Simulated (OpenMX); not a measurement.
# Energy of NiO along an even scaling of the cell

System: NiO (2 atoms in the cell).
Method: Kohn-Sham DFT of a periodic cell, PBE, OpenMX 2013 PBE set, spin-polarised (OpenMX 3.8.5).

The 7 runs differ only in the geometry, by an even scaling of the cell at fixed fractional positions. The structure derives from an entry of the Crystallography Open Database.

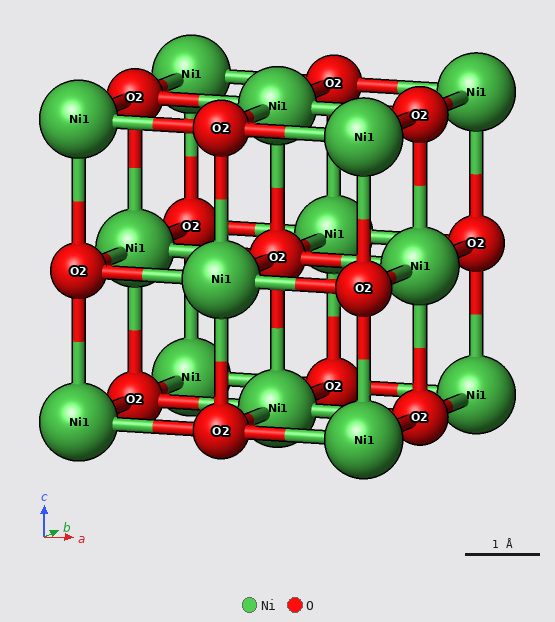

Figure 1. The structure of run 4 (ball-and-stick view of the cell 4 times as large as that of the calculation, set on its symmetry axes, seen slightly off an axis; atoms are numbered from 1 in the order of the input).

## Input of run 4
```
System.CurrrentDirectory             ./
System.Name                          NiO
DATA.PATH                            ./DFT_DATA13
level.of.stdout                      1
level.of.fileout                     0
Species.Number                       2
<Definition.of.Atomic.Species
  Ni  Ni6.0H-s3p2d1          Ni_PBE13H
  O   O6.0-s2p2d1            O_PBE13
Definition.of.Atomic.Species>

Atoms.Number                         2
Atoms.SpeciesAndCoordinates.Unit     FRAC
<Atoms.SpeciesAndCoordinates
    1  Ni    0.0000000000    0.0000000000    0.0000000000   9.500  8.500
    2  O     0.5000000000    0.5000000000    0.5000000000   3.000  3.000
Atoms.SpeciesAndCoordinates>

Atoms.UnitVectors.Unit               Ang
<Atoms.UnitVectors
     0.0000000000    2.0859016414    2.0859016414
     2.0859016414    0.0000000000    2.0859016414
     2.0859016414    2.0859016414    0.0000000000
Atoms.UnitVectors>

scf.XcType                           GGA-PBE
scf.SpinPolarization                 on
scf.ElectronicTemperature            580.226
scf.energycutoff                     500.0
scf.maxIter                          160
scf.EigenvalueSolver                 band
scf.Kgrid                            11 11 11
scf.Mixing.Type                      rmm-diisk
scf.Init.Mixing.Weight               0.01
scf.Min.Mixing.Weight                0.001
scf.Max.Mixing.Weight                0.2
scf.Mixing.History                   40
scf.Mixing.StartPulay                15
scf.criterion                        1.0e-8
scf.stress.tensor                    on
MD.Type                              nomd
```

Command:
```bash
openmx NiO.dat -nt 1 > NiO.std
```

Lattice vectors (Å) and fractional positions of run 4:
```
   0.000000    2.085902    2.085902
   2.085902    0.000000    2.085902
   2.085902    2.085902    0.000000
Ni  0.000000  0.000000  0.000000
O   0.500000  0.500000  0.500000
```

Run 3 has the same physical settings and fractional positions; its lattice vectors (Å) are:
```
   0.000000    2.071902    2.071902
   2.071902    0.000000    2.071902
   2.071902    2.071902    0.000000
```

## Results, with one run withheld

| run | volume per atom (Å³) | free energy per atom, from the lowest run given (meV) |
| --- | --- | --- |
| 1 | 8.531 | 32.32 |
| 2 | 8.713 | 15.74 |
| 3 | 8.894 | ? |
| 4 | 9.076 | 0.08 |
| 5 | 9.257 | 0.00 |
| 6 | 9.439 | 4.35 |
| 7 | 9.620 | 12.60 |

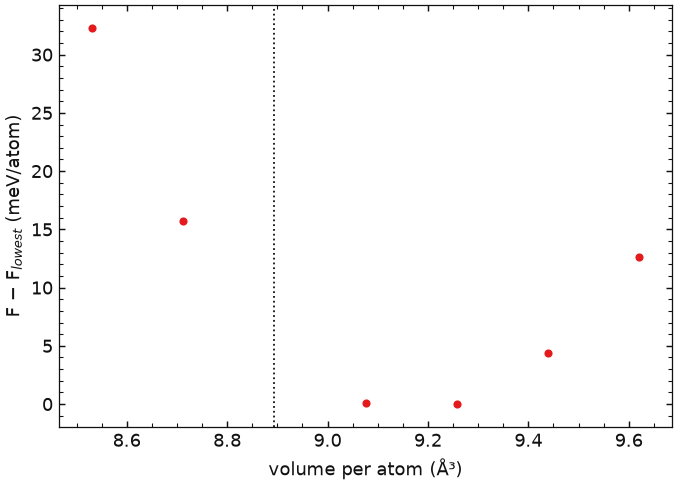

Figure 2. Free energy per atom of the runs given; the dotted line marks run 3.

Fit the runs given and predict run 3.

A cubic polynomial in V^(−2/3) (the Birch–Murnaghan form), fitted to the 6 runs given, misses them by at most 0.05 meV per atom. With x = V^(−2/3) − 0.22955 Å⁻², it reads F = −0.080376 + 675.69 x + 2.5763e+05 x² + 98253 x³ (meV per atom). At run 3 it gives 5.21 meV per atom, and the run itself gives 5.18. The fit has its minimum at 9.171 Å³ per atom, where V d²F/dV² gives 208 GPa: the bulk modulus at this level, since symmetry fixes the shape and the positions.

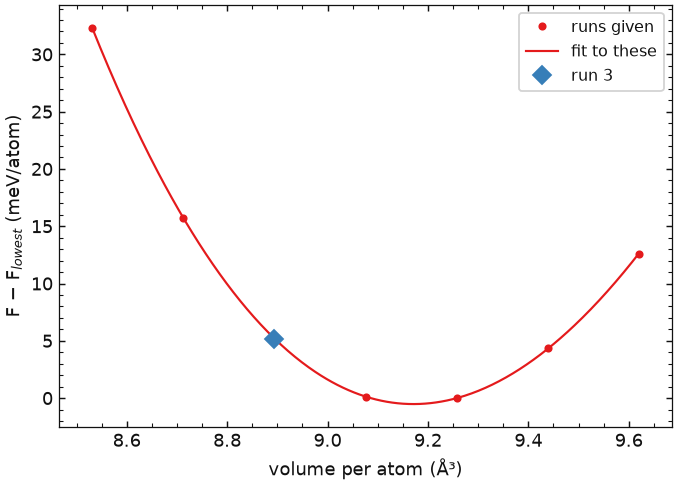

Figure 3. The fit and the withheld run.

## Some lines of the output (run 3)
```
[...]
  Cell_Volume =    120.042230443572 (Bohr^3)
        Total energy (Hartree) at MD = 1
   kloop=0
   kloop=1
   kloop=665
```

Notes: With a small basis of atomic orbitals these values can differ much from converged plane-wave results.
